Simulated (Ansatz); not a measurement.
# What a change does: band-structure calculation on CdSe

System: CdSe (6 atoms in the cell).
Method of the first run: DFT r2SCAN, scalar-relativistic, plane waves, PAW, no spin polarisation (Ansatz 0.2.0).

The structure was made by a generator, so it may or may not be a known phase. Text and figures count atoms from 1; the logs count them from 0 in places.

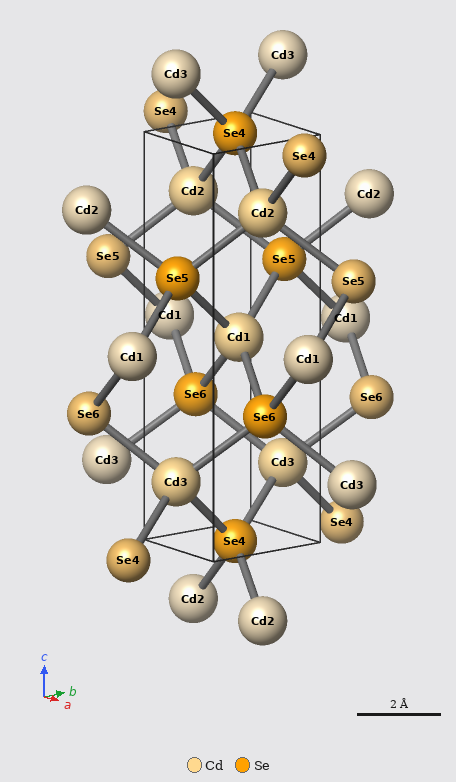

Figure 1. The structure as given in the input (ball-and-stick view of the cell of the calculation, seen slightly off an axis; neighbours outside the cell are drawn fainter; atoms are numbered from 1 in the order of the input). Near neighbours in the crystal (not all of them lie inside the picture): Cd has 4 Se at 2.68 to 2.75 Å; Se has 4 Cd at 2.68 to 2.75 Å.

Input, the first run:
```yaml
crystal:
  lattice:
    - [4.2821950492, 0.0, 0.0]
    - [-2.1410975246, 3.7084896966, 0.0]
    - [0.0, 0.0, 9.9417974711]
  atoms:
    - { symbol: Cd, position: [0.5386972931, 0.5386972931, 0.5] }
    - { symbol: Cd, position: [0.0, 0.4613027069, 0.8333333333] }
    - { symbol: Cd, position: [0.4613027069, 0.0, 0.1666666667] }
    - { symbol: Se, position: [0.5168698011, 0.5168698011, 0.0] }
    - { symbol: Se, position: [0.4831301989, 0.0, 0.6666666667] }
    - { symbol: Se, position: [0.0, 0.4831301989, 0.3333333333] }
basis:
  ecutwfc: 500
kpoints:
  mp_grid: { grid: [12, 12, 4] }
  band_path:
    path:
      - [[0.0, 0.0, 0.0], [0.5, 0.0, 0.0], [0.33333333, 0.33333333, 0.0], [0.0, 0.0, 0.0], [0.0, 0.0, 0.5], [0.5, 0.0, 0.5], [0.33333333, 0.33333333, 0.5], [0.0, 0.0, 0.5]]
      - [[0.5, 0.0, 0.5], [0.5, 0.0, 0.0]]
      - [[0.33333333, 0.33333333, 0.5], [0.33333333, 0.33333333, 0.0]]
    npoints: 14
hamiltonian:
  xc: r2scan
scf:
  occupations: { method: gaussian, width: 0.1 }
  n_extra_bands: 15
output:
  forces: true
  stress: true
  eigenvalues: true
  populations: true
  dos: { projected: true, de: 0.02, nscf_kmesh: { grid: [15, 15, 5] } }
  bader: true
  write_density: true
  write_potential: true
  elf: true
  volumetric_format: npy
```

Command:
```bash
ansatz run input.yaml --threads 1 --pin off --max-ram 2560MiB --backend cpu --events-out ev --progress --plain --runs-dir out
```

Hardware: 1 thread of Arm Neoverse V1, 24 GiB of memory available, shared host.

Output, shortened to warnings, some set-up lines, iterations and results (the first run):
```
Basis set: ecut = 500 eV, 4003 PW (Γ), exchange–correlation on 128×128×300 points (64 copies of the dense FFT grid, shifted against one another)
Symmetry: 6 space group operations
k-points: 69 of 576 (time reversal used)
Initial density: superposition of atomic densities (neutral atoms: chi_scale 0, normalization atom), corrected by the library's trained network
[...]
SCF iter   1: F=—  HF=-41242.928485 eV  |F-HF|=—  |Δ(HF+E_count)|=         —  Δρ=5.87e-3  dr2=4.46e-2  dr2_τ=4.41e-2  ethr=1.77e-3  ⟨swp⟩=5.7  Hψ=17086  notcnv=0  defer=221
SCF iter   2: F=—  HF=-41242.944091 eV  |F-HF|=—  |Δ(HF+E_count)|=   1.56e-2  Δρ=3.15e-3  dr2=9.85e-3  dr2_τ=1.62e-3  ethr=4.13e-5  ⟨swp⟩=3.0  Hψ=8778  notcnv=0  defer=599
SCF iter   3: F=—  HF=-41242.946320 eV  |F-HF|=—  |Δ(HF+E_count)|=   2.23e-3  Δρ=1.03e-3  dr2=1.41e-3  dr2_τ=1.11e-4  ethr=9.12e-6  ⟨swp⟩=2.2  Hψ=5330  notcnv=0  defer=599
SCF iter   4: F=—  HF=-41242.946603 eV  |F-HF|=—  |Δ(HF+E_count)|=   2.83e-4  Δρ=2.05e-4  dr2=4.68e-5  dr2_τ=3.78e-6  ethr=1.30e-6  ⟨swp⟩=2.0  Hψ=6044  notcnv=0  defer=599
SCF iter   5: F=—  HF=-41242.946701 eV  |F-HF|=—  |Δ(HF+E_count)|=   9.80e-5  Δρ=6.41e-5  dr2=5.25e-6  dr2_τ=2.42e-7  ethr=4.33e-8  ⟨swp⟩=2.0  Hψ=7074  notcnv=0  defer=599
SCF iter   6: F=—  HF=-41242.946704 eV  |F-HF|=—  |Δ(HF+E_count)|=   3.23e-6  Δρ=1.28e-5  dr2=1.66e-7  dr2_τ=7.55e-9  ethr=4.86e-9  ⟨swp⟩=2.0  Hψ=6024  notcnv=0  defer=599
SCF iter   7: F=-41242.946704 eV  HF=-41242.946704 eV  |F-HF|=1.35e-9  |Δ(HF+E_count)|=   1.26e-7  Δρ=3.18e-6  dr2=1.34e-8  dr2_τ=1.10e-9  ethr=9.26e-11  ⟨swp⟩=13.3  Hψ=32471 …
SCF 1 converged in 7 iterations: F = -41242.946704 eV  dr2 = 1.34e-8
NSCF: frozen V_eff on 129 k-points
NSCF: frozen V_eff on 119 k-points
SCF converged after 7 iterations
Free energy (F): -41242.946704 eV
Harris-Foulkes:  -41242.946704 eV  (|F-HF|=1.35e-9)
Internal energy: -41242.946704 eV  (E = F + TS)
E sigma→0 (E₀):  -41242.946704 eV
Entropy (-TS):   -0.000001 eV (-0.000 meV/atom)
Fermi energy:    8.495212 eV
--- Per-component energies (eV) ---
  E_band       = -2687.255349
  E_kinetic    = 1870.666388
  E_local      = -17871.627180  (includes V_loc(G=0)·N_el)
  E_nonlocal   = -1681.328434
  E_hartree    = 8523.215965
  E_xc         = -798.699498
  E_vxc        = -1052.711149  (∫ρ·V_xc dr)
  E_paw        = -18095.073934  (= ΣΔE_a)
  E_vpaw       = -1065.875378  (= ΣTr[D̂ρ^β])
  E_aug_tail   = -0.000609  (compensation charges beyond the density's cutoff)
  E_vtau       = 67.176046  (kinetic-family band-sum trace: ∫τ·v_τ [+ j·A + Jᵃ·Aᵃ] dr)
  E_ewald      = -13183.110779
  E_core_change = -6.988623  (= ΣΔE_core)
  E_smearing   = -0.000001  (= −TS)
  E_closure    = 0.000000  (closes the sum)
  Σ components = -41242.946704   (vs F -41242.946704, Δ=0.00e0)
--- Forces (eV/Å), atoms counted from 1 ---
  atom   1  Cd    -0.00615802    -0.01066600     0.00000000
  atom   2  Cd    -0.00615802     0.01066600     0.00000000
  atom   3  Cd     0.01231604     0.00000000     0.00000000
  atom   4  Se    -0.00658446    -0.01140462     0.00000000
  atom   5  Se     0.01316892     0.00000000     0.00000000
  atom   6  Se    -0.00658446     0.01140462    -0.00000000
  max |Σ_I F_I| component: 5.64e-17 eV/Å
--- Stress (GPa, compression-positive) ---
       -1.689907       0.000000       0.000000
        0.000000      -1.689907       0.000000
        0.000000       0.000000      -1.487541
  P = ⅓ Tr σ = -1.6225 GPa (-16.225 kbar)
--- Löwdin populations: 6 sites ---
  site symbol       q [e]
     0     Cd     18.7625
     1     Cd     18.7625
     2     Cd     18.7625
     3     Se     17.0645
     4     Se     17.0645
     5     Se     17.0645
  spilling = 0.004805 (of n_electrons = 108.000000)
--- Bader charges: 6 sites ---
  site symbol  charge [e]  shift [e]
     0     Cd      0.8363     0.0018
     1     Cd      0.8363     0.0018
     2     Cd      0.8363     0.0018
     3     Se     -0.8363     0.0018
     4     Se     -0.8363     0.0018
     5     Se     -0.8363     0.0018
  estimated error of the sums over rays = 4.3e-4 e
```

For the second run the input was changed thus:
```diff
-  ecutwfc: 500
+  ecutwfc: 420
-  xc: r2scan
+  xc: pbe
```

What does this change do to the results?

The total energies belong to different methods, so their difference says nothing on which is more stable or more accurate. The gap of 0.48 eV on the mesh closes. The pressure goes from −1.62 to −0.02 GPa. The functional changes from r2SCAN to PBE. The number of SCF iterations is the same. The plane waves at Γ go from 4003 to 3087. On the same kind of shared host the second run took about 0.68 times as long.

Output, shortened to warnings, some set-up lines, iterations and results (the second run):
```
Basis set: ecut = 420 eV, 3087 PW (Γ), exchange–correlation on 60×60×144 points (8 copies of the dense FFT grid, shifted against one another)
Symmetry: 6 space group operations
k-points: 69 of 576 (time reversal used)
Initial density: superposition of atomic densities (neutral atoms: chi_scale 0, normalization atom), corrected by the library's trained network
[...]
SCF iter   1: F=—  HF=-41173.742053 eV  |F-HF|=—  |Δ(HF+E_count)|=         —  Δρ=1.11e-3  dr2=2.73e-3  ethr=1.77e-3  ⟨swp⟩=5.7  Hψ=17094  notcnv=0  defer=205
SCF iter   2: F=—  HF=-41173.743420 eV  |F-HF|=—  |Δ(HF+E_count)|=   1.37e-3  Δρ=6.44e-4  dr2=9.12e-4  ethr=2.53e-6  ⟨swp⟩=2.0  Hψ=7381  notcnv=0  defer=239
SCF iter   3: F=—  HF=-41173.743420 eV  |F-HF|=—  |Δ(HF+E_count)|=   3.81e-9  Δρ=2.12e-4  dr2=4.28e-5  ethr=8.45e-7  ⟨swp⟩=2.0  Hψ=6026  notcnv=0  defer=239
SCF iter   4: F=—  HF=-41173.743472 eV  |F-HF|=—  |Δ(HF+E_count)|=   5.22e-5  Δρ=9.42e-5  dr2=1.22e-5  ethr=3.96e-8  ⟨swp⟩=2.0  Hψ=6782  notcnv=0  defer=239
SCF iter   5: F=—  HF=-41173.743478 eV  |F-HF|=—  |Δ(HF+E_count)|=   5.77e-6  Δρ=3.72e-5  dr2=3.67e-6  ethr=1.13e-8  ⟨swp⟩=2.0  Hψ=6026  notcnv=0  defer=239
SCF iter   6: F=—  HF=-41173.743478 eV  |F-HF|=—  |Δ(HF+E_count)|=   6.85e-7  Δρ=9.22e-6  dr2=1.12e-7  ethr=3.40e-9  ⟨swp⟩=2.0  Hψ=7057  notcnv=0  defer=239
SCF iter   7: F=-41173.743478 eV  HF=-41173.743478 eV  |F-HF|=6.08e-9  |Δ(HF+E_count)|=   1.36e-7  Δρ=3.22e-6  dr2=1.27e-8  ethr=9.26e-11  ⟨swp⟩=12.8  Hψ=31150  notcnv=0
SCF 1 converged in 7 iterations: F = -41173.743478 eV  dr2 = 1.27e-8
NSCF: frozen V_eff on 129 k-points
NSCF: frozen V_eff on 119 k-points
SCF converged after 7 iterations
Free energy (F): -41173.743478 eV
Harris-Foulkes:  -41173.743478 eV  (|F-HF|=6.08e-9)
Internal energy: -41173.743204 eV  (E = F + TS)
E sigma→0 (E₀):  -41173.743341 eV
Entropy (-TS):   -0.000273 eV (-0.046 meV/atom)
Fermi energy:    8.528352 eV
--- Per-component energies (eV) ---
  E_band       = -2575.168853
  E_kinetic    = 1868.222221
  E_local      = -17858.598779  (includes V_loc(G=0)·N_el)
  E_nonlocal   = -1686.033554
  E_hartree    = 8512.347233
  E_xc         = -841.478936
  E_vxc        = -957.586146  (∫ρ·V_xc dr)
  E_paw        = -17985.088818  (= ΣΔE_a)
  E_vpaw       = -965.880963  (= ΣTr[D̂ρ^β])
  E_aug_tail   = -0.001793  (compensation charges beyond the density's cutoff)
  E_ewald      = -13183.110779
  E_smearing   = -0.000273  (= −TS)
  E_closure    = 0.000000  (closes the sum)
  Σ components = -41173.743478   (vs F -41173.743478, Δ=0.00e0)
--- Forces (eV/Å), atoms counted from 1 ---
  atom   1  Cd    -0.00018532    -0.00032099     0.00000000
  atom   2  Cd    -0.00018532     0.00032099    -0.00000000
  atom   3  Cd     0.00037065     0.00000000     0.00000000
  atom   4  Se     0.00030956     0.00053618     0.00000000
  atom   5  Se    -0.00061912     0.00000000     0.00000000
  atom   6  Se     0.00030956    -0.00053618    -0.00000000
  max |Σ_I F_I| component: 4.86e-17 eV/Å
--- Stress (GPa, compression-positive) ---
       -0.014574       0.000000       0.000000
        0.000000      -0.014574       0.000000
        0.000000       0.000000      -0.033416
  P = ⅓ Tr σ = -0.0209 GPa (-0.209 kbar)
--- Löwdin populations: 6 sites ---
  site symbol       q [e]
     0     Cd     18.8131
     1     Cd     18.8131
     2     Cd     18.8131
     3     Se     16.9997
     4     Se     16.9997
     5     Se     16.9997
  spilling = 0.005201 (of n_electrons = 108.000000)
--- Bader charges: 6 sites ---
  site symbol  charge [e]  shift [e]
     0     Cd      0.7328     0.0015
     1     Cd      0.7327     0.0015
     2     Cd      0.7328     0.0015
     3     Se     -0.7328     0.0015
     4     Se     -0.7328     0.0015
     5     Se     -0.7328     0.0015
  estimated error of the sums over rays = 4.7e-4 e
```

The two runs side by side:

| quantity | the first run | the second run |
| --- | --- | --- |
| outcome | converged | converged |
| free energy per atom (eV) | −6873.8245 | −6862.2906 |
| gap on the mesh (eV) | 0.48 | 0.00 |
| pressure (GPa) | −1.62 | −0.02 |
| largest force (eV/Å) | 0.013 | 0.001 |
| SCF iterations | 7 | 7 |
| irreducible k-points | 69 | 69 |
| plane waves at Γ | 4003 | 3087 |
| wall time (shared host) | 8.8 min | 6 min |
